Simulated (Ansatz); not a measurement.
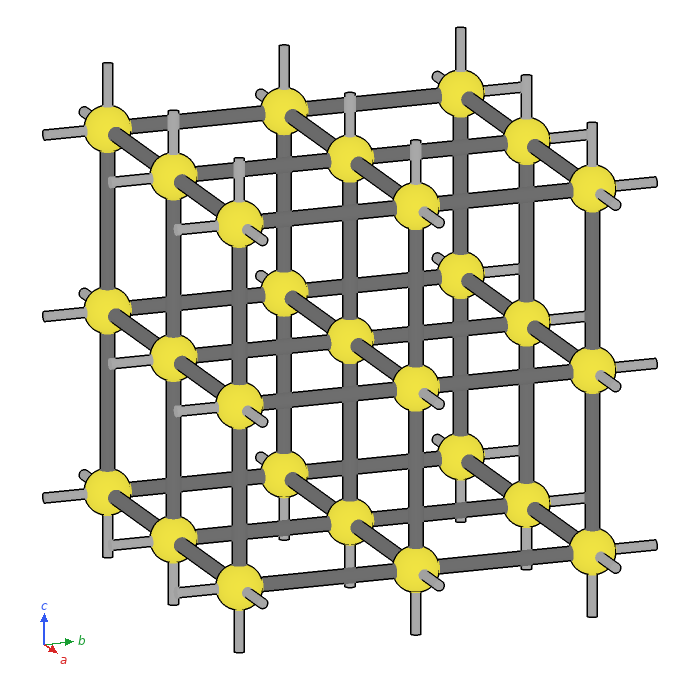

The picture shows a finite piece of the underlying net of a crystal structure, nodes on the atoms' positions. Nodes are coloured by topological kind. Edges to nodes outside the piece are drawn as stubs.

What net is this?

Answer. A uninodal 6-connected, three-periodic net. It is the pcu net, known from NaCl, ReO3 and the B-X framework of perovskite.

Give point symbol and coordination sequence.

Answer. 4^12.6^3, sequence 6, 18, 38, 66, 102, 146.

Where the net comes from. Ru (space group Pm-3m, No. 221). Coordinates: the end point of a relaxation with Ansatz, DFT, revPBE, plane waves (420 eV) with PAW, scalar-relativistic; the starting structure was generated, so it need not be a known form of this composition. Bonds are taken as Ru–Ru below 2.8 Å; no other contact counts. Atoms with one bond or none are removed and atoms with two bonds are replaced by edges, until no such atom is left. Ru is a 6-connected node.
